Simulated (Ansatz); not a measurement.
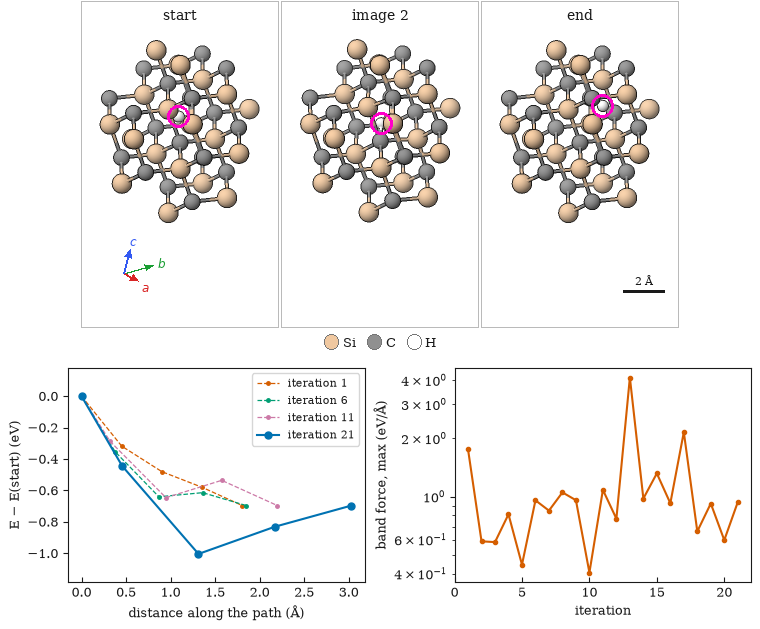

NEB run on SiC with an interstitial H (17 atoms in the cell). Images are numbered from 0 (start) to 4 (end). The plot follows the band through its iterations. A ball-and-stick model of the atoms within 4.5 Å of the middle of the path, seen slightly off an axis. The moving atom is ringed, with any periodic copies. Bonds to atoms that aren't drawn are left out.

Method: DFT PBE, scalar-relativistic, plane waves, PAW in Ansatz. Run with plane-wave cutoff 420 eV; k-point mesh 2 × 2 × 2; Gaussian smearing 0.05 eV; spin collinear; 3 movable images; climbing image; force threshold 0.05 eV/Å; iteration limit 21; end points as typed, not relaxed.

**How did the profile develop, and is the result final?**

The result isn't final. The band hadn't converged when the run stopped after 21 iterations. The largest component of the band force went from 1.8 to 0.94 eV/Å. The end points weren't relaxed, so energies relative to them aren't barriers between minima. The first iteration put the highest image at 0.00 eV. Relative to the start the highest point is image 0 at 0.00 eV and the end lies at −0.70 eV, but the profile dips to −1.00 eV at image 2 on the way, so there may be an intermediate minimum, or an end is no minimum.

Limits of the set-up: the periodic images lie only 6.1 Å apart, so the values are limited by the cell's size.

The run took 4.3 min on 1 thread of Intel(R) Xeon(R) Platinum 8175M CPU @ 2.50GHz (Skylake/Cascade Lake) (shared host), peak memory 0.69 GiB.

PAW datasets: the set soft_1.
